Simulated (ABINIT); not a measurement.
**La2O3: G0W0 calculation (part 3 of 3)**

Continued. System: La2O3 (P-3m1, 5 atoms in the cell). Method: Kohn-Sham DFT of a periodic cell, PBE, PseudoDojo NC SR PBE v0.4.1 standard, G0W0, no spin polarisation (ABINIT 10.8.3); cutoff 1687.11 eV, 3×3×2 k-mesh, fixed occupations. The structure derives from a Materials Project entry.

Geometry of the input (Å; fractional positions):
```
3.9308  0.0000  0.0000
-1.9654  3.4042  0.0000
0.0000  0.0000  6.1120
La 0.3333  0.6667  0.2462
La 0.6667  0.3333  0.7538
O  0.0000  0.0000  0.0000
O  0.3333  0.6667  0.6459
O  0.6667  0.3333  0.3541
```

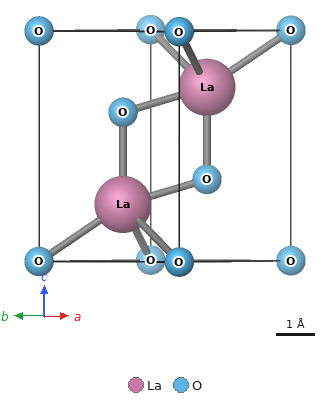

Fig. 1: The structure (ball-and-stick view of the cell of the calculation, seen at an oblique angle). An atom can appear more than once, as a periodic image.

Log, continued:
```
 cartesian coordinates (angstrom) at end:
    1     -0.00000000000000     2.26943566450203     1.50498103009907
    2      1.96538893767786     1.13471783225102     4.60697248573206
    3      0.00000000000000     0.00000000000000     0.00000000000000
    4     -0.00000000000000     2.26943566450203     3.94765362910995
    5      1.96538893767786     1.13471783225102     2.16429988672117
 length scales=  7.428093646200  7.428093646200 11.549918239200 bohr
              =  3.930777875356  3.930777875356  6.111953515831 angstroms
 Eigenvalues (hartree) for nkpt=   6  k points:
 kpt#   1, nband=226, wtk=  0.05556, kpt=  0.0000  0.0000  0.0000 (reduced coord)
  -0.87487   -0.86593   -0.40038   -0.35387   -0.33787   -0.26732   -0.26732   -0.25876
  -0.25876   -0.25492   -0.22701    0.13348    0.13348    0.14018    0.14018    0.14454
   0.16004    0.20675    0.20675    0.21637    0.37860    0.38885    0.38885    0.41019
   0.41609    0.41609    0.41615    0.42416    0.42450    0.42514    0.42514    0.42540
   0.42884    0.42884    0.42950    0.43505    0.43505    0.47974    0.48455    0.50465
   0.50465    0.58457    0.58457    0.60042    0.60042    0.64732    0.67457    0.85490
   0.85490    0.85525    0.87966    0.87966    0.97230    1.01400    1.01400    1.03251
   1.06227    1.06227    1.10784    1.10784    1.10964    1.19089    1.20884    1.21756
   1.21756    1.28670    1.28670    1.30133    1.30133    1.30909    1.33018    1.35108
   1.38440    1.38440    1.43391    1.50310    1.50310    1.52919    1.56921    1.57201
   1.57201    1.57616    1.60035    1.61995    1.61995    1.62430    1.62430    1.65118
   1.67148    1.67148    1.70790    1.70790    1.71270    1.71270    1.74212    1.76706
   1.76706    1.79976    1.82921    1.84505    1.84879    1.84879    1.85882    1.85882
   1.91236    1.91246    1.91246    1.91929    1.93313    1.93313    1.93565    1.97599
   2.00501    2.00501    2.01316    2.05802    2.15318    2.15318    2.17779    2.20137
   2.20137    2.23804    2.25828    2.25828    2.26131    2.27070    2.27070    2.30490
   2.36809    2.38840    2.40125    2.40125    2.42775    2.42775    2.43096    2.43096
   2.45385    2.50430    2.50430    2.54010    2.54010    2.55279    2.59779    2.62244
   2.62766    2.63065    2.63065    2.64153    2.64153    2.73632    2.73632    2.74772
   2.74772    2.79185    2.79185    2.81739    2.82468    2.85614    2.85614    2.85765
   2.85765    2.91766    2.91766    2.93495    2.93653    2.97500    2.97500    2.99407
   3.00862    3.01310    3.01310    3.01347    3.02457    3.06377    3.06377    3.07953
   3.10078    3.11705    3.11705    3.16251    3.16251    3.16326    3.16326    3.21024
   3.21024    3.21469    3.21469    3.21650    3.25693    3.25782    3.27874    3.27874
   3.28024    3.29086    3.31434    3.32652    3.33131    3.33131    3.34559    3.34559
   3.35286    3.35286    3.36902    3.38930    3.40636    3.40636    3.40675    3.40675
   3.44786    3.48817    3.52704    3.52704    3.54915    3.54915    3.56906    3.56978
   3.56978    3.57023    3.58853    3.59394    3.60768    3.60774    3.60901    3.63829
   3.66076    3.66734
 prteigrs : prtvol=0 or 1, do not print more k-points.

================================================================================
== DATASET  3 ==================================================================

--- !DatasetInfo
iteration_state: {dtset: 3, }
dimensions: {natom: 5, nkpt: 6, mband: 206, nsppol: 1, nspinor: 1, nspden: 1, mpw: 5976, }
cutoff_energies: {ecut:  37.0, pawecutdg:  -1.0, }
electrons: {nelect:   4.00000000E+01, charge:   0.00000000E+00, occopt:   1.00000000E+00, tsmear:   1.00000000E-02, }
meta: {optdriver: 3, gwcalctyp: 0, }
...

 mkfilename : getwfk/=0, take file _WFK from output of DATASET   2.

 Exchange-correlation functional for the present dataset will be:
  GGA: Perdew-Burke-Ernzerhof functional - ixc=11
  J.P.Perdew, K.Burke, M.Ernzerhof, PRL 77, 3865 (1996)

 SCREENING: Calculation of the susceptibility and dielectric matrices

 Based on a program developped by R.W. Godby, V. Olevano, G. Onida, and L. Reining.
 Incorporated in ABINIT by V. Olevano, G.-M. Rignanese, and M. Torrent.

 Real(R)+Recip(G) space primitive vectors, cartesian coordinates (Bohr,Bohr^-1):
 R(1)=  7.4280936  0.0000000  0.0000000  G(1)=  0.1346240  0.0777252  0.0000000
 R(2)= -3.7140468  6.4329178  0.0000000  G(2)=  0.0000000  0.1554505  0.0000000
 R(3)=  0.0000000  0.0000000 11.5499182  G(3)=  0.0000000  0.0000000  0.0865807
 Unit cell volume ucvol=  5.5190494E+02 bohr^3
 Angles (23,13,12)=  9.00000000E+01  9.00000000E+01  1.20000000E+02 degrees

--- Pseudopotential description ------------------------------------------------
- pspini: atom type   1  psp file is ./La.upf
  57.00000  11.00000  171031                  znucl, zion, pspdat
12 -101130 3 -1 1812                          pspcod,pspxc,lmax,lloc,mmax
     nproj     2     2     2     2

- pspini: atom type   2  psp file is ./O.upf
   8.00000   6.00000  171031                  znucl, zion, pspdat
12 -101130 2 -1 936                           pspcod,pspxc,lmax,lloc,mmax
     nproj     2     2     1     0

--------------------------------------------------------------------------------

 ==== K-mesh for the wavefunctions ====
 Number of points in the irreducible wedge :     6
 Reduced coordinates and weights :

     1)     0.00000000E+00  0.00000000E+00  0.00000000E+00       0.05556
     2)     3.33333333E-01  0.00000000E+00  0.00000000E+00       0.33333
     3)     3.33333333E-01  3.33333333E-01  0.00000000E+00       0.11111
     4)     0.00000000E+00  0.00000000E+00  5.00000000E-01       0.05556
     5)     3.33333333E-01  0.00000000E+00  5.00000000E-01       0.33333
     6)     3.33333333E-01  3.33333333E-01  5.00000000E-01       0.11111

 Together with 12 symmetry operations and time-reversal symmetry
 yields    18 points in the full Brillouin Zone.

 ==== Q-mesh for the screening function ====
 Number of points in the irreducible wedge :     6
 Reduced coordinates and weights :

     1)     0.00000000E+00  0.00000000E+00  0.00000000E+00       0.05556
     2)     3.33333333E-01  0.00000000E+00  0.00000000E+00       0.33333
     3)     3.33333333E-01  3.33333333E-01  0.00000000E+00       0.11111
     4)     0.00000000E+00  0.00000000E+00  5.00000000E-01       0.05556
     5)     3.33333333E-01  0.00000000E+00  5.00000000E-01       0.33333
     6)     3.33333333E-01  3.33333333E-01  5.00000000E-01       0.11111

 Together with 12 symmetry operations and time-reversal symmetry
 yields    18 points in the full Brillouin Zone.

 setmesh: FFT mesh size selected  =    25x   25x   45
          total number of points  =        28125

 vcoul_init : cutoff-mode = AUXILIARY_FUNCTION
 q-points for optical limit:   1
     1)      0.000010    0.000020    0.000030

 Number of electrons calculated from density =   39.9999; Expected =   40.0000
 average of density, n =  0.072476
 r_s =    1.4879
 omega_plasma =   25.9689 [eV]

 calculating chi0 at frequencies [eV] :
  1    0.000000E+00    0.000000E+00
  2    0.000000E+00    2.596886E+01

--------------------------------------------------------------------------------
  q-point number  1        q = ( 0.000000, 0.000000, 0.000000) [r.l.u.]
--------------------------------------------------------------------------------
 For q-point:  0.000010 0.000020 0.000030
  dielectric constant =   4.5575
  dielectric constant without local fields =   4.9552

  Average fulfillment of the sum rule on Im[epsilon] for q-point    1 :    103.13  [%]
--------------------------------------------------------------------------------
  q-point number  2        q = ( 0.333333, 0.000000, 0.000000) [r.l.u.]
--------------------------------------------------------------------------------
  Average fulfillment of the sum rule on Im[epsilon] for q-point    2 :    103.99  [%]

--------------------------------------------------------------------------------
  q-point number  3        q = ( 0.333333, 0.333333, 0.000000) [r.l.u.]
--------------------------------------------------------------------------------
  Average fulfillment of the sum rule on Im[epsilon] for q-point    3 :    103.56  [%]

--------------------------------------------------------------------------------
  q-point number  4        q = ( 0.000000, 0.000000, 0.500000) [r.l.u.]
--------------------------------------------------------------------------------
  Average fulfillment of the sum rule on Im[epsilon] for q-point    4 :    104.85  [%]

--------------------------------------------------------------------------------
  q-point number  5        q = ( 0.333333, 0.000000, 0.500000) [r.l.u.]
--------------------------------------------------------------------------------
  Average fulfillment of the sum rule on Im[epsilon] for q-point    5 :    103.85  [%]

--------------------------------------------------------------------------------
  q-point number  6        q = ( 0.333333, 0.333333, 0.500000) [r.l.u.]
--------------------------------------------------------------------------------
  Average fulfillment of the sum rule on Im[epsilon] for q-point    6 :    103.54  [%]

================================================================================
== DATASET  4 ==================================================================

--- !DatasetInfo
iteration_state: {dtset: 4, }
dimensions: {natom: 5, nkpt: 6, mband: 206, nsppol: 1, nspinor: 1, nspden: 1, mpw: 12887, }
cutoff_energies: {ecut:  62.0, pawecutdg:  -1.0, }
electrons: {nelect:   4.00000000E+01, charge:   0.00000000E+00, occopt:   1.00000000E+00, tsmear:   1.00000000E-02, }
meta: {optdriver: 4, gwcalctyp: 0, }
...

 mkfilename : getwfk/=0, take file _WFK from output of DATASET   2.

 mkfilename : getscr/=0, take file _SCR from output of DATASET   3.

 Exchange-correlation functional for the present dataset will be:
  GGA: Perdew-Burke-Ernzerhof functional - ixc=11
  J.P.Perdew, K.Burke, M.Ernzerhof, PRL 77, 3865 (1996)

 SIGMA: Calculation of the GW corrections

 Based on a program developped by R.W. Godby, V. Olevano, G. Onida, and L. Reining.
 Incorporated in ABINIT by V. Olevano, G.-M. Rignanese, and M. Torrent.

 Real(R)+Recip(G) space primitive vectors, cartesian coordinates (Bohr,Bohr^-1):
 R(1)=  7.4280936  0.0000000  0.0000000  G(1)=  0.1346240  0.0777252  0.0000000
 R(2)= -3.7140468  6.4329178  0.0000000  G(2)=  0.0000000  0.1554505  0.0000000
 R(3)=  0.0000000  0.0000000 11.5499182  G(3)=  0.0000000  0.0000000  0.0865807
 Unit cell volume ucvol=  5.5190494E+02 bohr^3
 Angles (23,13,12)=  9.00000000E+01  9.00000000E+01  1.20000000E+02 degrees

--- Pseudopotential description ------------------------------------------------
- pspini: atom type   1  psp file is ./La.upf
  57.00000  11.00000  171031                  znucl, zion, pspdat
12 -101130 3 -1 1812                          pspcod,pspxc,lmax,lloc,mmax
     nproj     2     2     2     2

- pspini: atom type   2  psp file is ./O.upf
   8.00000   6.00000  171031                  znucl, zion, pspdat
12 -101130 2 -1 936                           pspcod,pspxc,lmax,lloc,mmax
     nproj     2     2     1     0

--------------------------------------------------------------------------------

 ==== K-mesh for the wavefunctions ====
 Number of points in the irreducible wedge :     6
 Reduced coordinates and weights :

     1)     0.00000000E+00  0.00000000E+00  0.00000000E+00       0.05556
     2)     3.33333333E-01  0.00000000E+00  0.00000000E+00       0.33333
     3)     3.33333333E-01  3.33333333E-01  0.00000000E+00       0.11111
     4)     0.00000000E+00  0.00000000E+00  5.00000000E-01       0.05556
     5)     3.33333333E-01  0.00000000E+00  5.00000000E-01       0.33333
     6)     3.33333333E-01  3.33333333E-01  5.00000000E-01       0.11111

 Together with 12 symmetry operations and time-reversal symmetry
 yields    18 points in the full Brillouin Zone.

 ==== Q-mesh for screening function ====
 Number of points in the irreducible wedge :     6
 Reduced coordinates and weights :

     1)     0.00000000E+00  0.00000000E+00  0.00000000E+00       0.05556
     2)     3.33333333E-01  0.00000000E+00  0.00000000E+00       0.33333
     3)     3.33333333E-01  3.33333333E-01  0.00000000E+00       0.11111
     4)     0.00000000E+00  0.00000000E+00  5.00000000E-01       0.05556
     5)     3.33333333E-01  0.00000000E+00  5.00000000E-01       0.33333
     6)     3.33333333E-01  3.33333333E-01  5.00000000E-01       0.11111

 Together with 12 symmetry operations and time-reversal symmetry
 yields    18 points in the full Brillouin Zone.

 vcoul_init : cutoff-mode = AUXILIARY_FUNCTION
 q-points for optical limit:   1
     1)      0.000010    0.000020    0.000030
 setmesh: FFT mesh size selected  =    45x   45x   81
          total number of points  =       164025

 Number of electrons calculated from density =   40.0000; Expected =   40.0000
 average of density, n =  0.072476
 r_s =    1.4879
 omega_plasma =   25.9689 [eV]

 === KS Band Gaps ===
  >>>> For spin  1
   Minimum direct gap =   3.9831 [eV], located at k-point      :   0.3333  0.3333  0.0000
   Fundamental gap    =   3.9437 [eV], Top of valence bands at :   0.3333  0.0000  0.5000
                                       Bottom of conduction at :   0.3333  0.3333  0.0000
 SIGMA fundamental parameters:
 PLASMON POLE MODEL  1
 number of plane-waves for SigmaX                12887
 number of plane-waves for SigmaC and W            537
 number of plane-waves for wavefunctions         12887
 number of bands                                   206
 number of independent spin polarizations            1
 number of spinorial components                      1
 number of k-points in IBZ                           6
 number of q-points in IBZ                           6
 number of symmetry operations                      12
 number of k-points in BZ                           18
 number of q-points in BZ                           18
 number of frequencies for dSigma/dE                 9
 frequency step for dSigma/dE [eV]                0.25
 number of omega for Sigma on real axis              0
 max omega for Sigma on real axis  [eV]           0.00
 zcut for avoiding poles [eV]                     0.10

 EPSILON^-1 parameters (SCR file):
 dimension of the eps^-1 matrix on file            537
 dimension of the eps^-1 matrix used               537
 number of plane-waves for wavefunctions          5941
 number of bands                                   206
 number of q-points in IBZ                           6
 number of frequencies                               2
 number of real frequencies                          1
 number of imag frequencies                          1

 matrix elements of self-energy operator (all in [eV])

 Perturbative Calculation

--- !SelfEnergy_ee
iteration_state: {dtset: 4, }
kpoint     : [   0.333,    0.000,    0.500, ]
spin       : 1
KS_gap     :    4.466
QP_gap     :    6.810
Delta_QP_KS:    2.344
data: !SigmaeeData |
     Band     E0 <VxcDFT>   SigX SigC(E0)      Z dSigC/dE  Sig(E)    E-E0       E
       20   5.933 -18.992 -23.524   3.789   0.769  -0.300 -19.563  -0.571   5.362
       21  10.399 -13.778  -5.558  -6.019   0.805  -0.242 -12.006   1.772  12.172
...

--- !SelfEnergy_ee
iteration_state: {dtset: 4, }
kpoint     : [   0.333,    0.333,    0.000, ]
spin       : 1
KS_gap     :    3.983
QP_gap     :    5.274
Delta_QP_KS:    1.291
data: !SigmaeeData |
     Band     E0 <VxcDFT>   SigX SigC(E0)      Z dSigC/dE  Sig(E)    E-E0       E
       20   5.894 -19.232 -23.701   3.690   0.776  -0.289 -19.837  -0.604   5.289
       21   9.877 -11.520  -6.129  -4.560   0.826  -0.211 -10.834   0.686  10.563
...

== END DATASET(S) ==============================================================
================================================================================

 -outvars: echo values of variables after computation  --------
            acell      7.4280936462E+00  7.4280936462E+00  1.1549918239E+01 Bohr
           etotal1    -1.2021218046E+02
           etotal3     0.0000000000E+00
           etotal4     0.0000000000E+00
            fcart1     5.5099207605E-28  1.6742917022E-29  6.1935521901E-04
                      -2.8999582950E-29 -9.8783210431E-28 -6.1935521901E-04
                      -1.7399749770E-28 -5.6925917875E-28 -0.0000000000E+00
                      -1.7399749770E-28 -5.6925917875E-28  6.0707371429E-04
                      -1.7399749770E-28  2.1096075448E-27 -6.0707371429E-04
            fcart3     0.0000000000E+00  0.0000000000E+00  0.0000000000E+00
                       0.0000000000E+00  0.0000000000E+00  0.0000000000E+00
                       0.0000000000E+00  0.0000000000E+00  0.0000000000E+00
                       0.0000000000E+00  0.0000000000E+00  0.0000000000E+00
                       0.0000000000E+00  0.0000000000E+00  0.0000000000E+00
            fcart4     0.0000000000E+00  0.0000000000E+00  0.0000000000E+00
                       0.0000000000E+00  0.0000000000E+00  0.0000000000E+00
                       0.0000000000E+00  0.0000000000E+00  0.0000000000E+00
                       0.0000000000E+00  0.0000000000E+00  0.0000000000E+00
                       0.0000000000E+00  0.0000000000E+00  0.0000000000E+00
            rprim      1.0000000000E+00  0.0000000000E+00  0.0000000000E+00
                      -5.0000000000E-01  8.6602540380E-01  0.0000000000E+00
                       0.0000000000E+00  0.0000000000E+00  1.0000000000E+00
           strten1    -4.2298696170E-05 -4.2298696537E-05 -6.1587260451E-05
                       0.0000000000E+00  0.0000000000E+00  0.0000000000E+00
           strten3     0.0000000000E+00  0.0000000000E+00  0.0000000000E+00
                       0.0000000000E+00  0.0000000000E+00  0.0000000000E+00
           strten4     0.0000000000E+00  0.0000000000E+00  0.0000000000E+00
                       0.0000000000E+00  0.0000000000E+00  0.0000000000E+00
           xangst     -3.0773589100E-16  2.2694356645E+00  1.5049810301E+00
                       1.9653889377E+00  1.1347178323E+00  4.6069724857E+00
                       0.0000000000E+00  0.0000000000E+00  0.0000000000E+00
                      -3.0773589100E-16  2.2694356645E+00  3.9476536291E+00
                       1.9653889377E+00  1.1347178323E+00  2.1642998867E+00
             xred      3.3333333333E-01  6.6666666667E-01  2.4623568000E-01
                       6.6666666667E-01  3.3333333333E-01  7.5376432000E-01
                       0.0000000000E+00  0.0000000000E+00  0.0000000000E+00
                       3.3333333333E-01  6.6666666667E-01  6.4589065000E-01
                       6.6666666667E-01  3.3333333333E-01  3.5410935000E-01
 Calculation completed.
```

Results in brief:

- outcome: converged
- space group (tolerance 0.01 Å): P-3m1 (164)
- electrons treated: 40
- quasiparticle gap: 5.20 eV
- gap on the k-point mesh: 3.94 eV
- hardware: 4 threads of Intel Xeon @ 2.90GHz (Ice Lake), 176 GiB of memory available, shared host
- wall time: 13 min (CPU time 50 min)
- peak memory: 2.3 GiB

Notes:

Further notes kept with the run: Slow version without MPI-IO support. Processors send data to master; Number of G1-G2 pairs outside the G-sphere for Wfns: 8976. Points of doubt noted for this run: bands and screening cutoff small; k mesh coarse for many body.
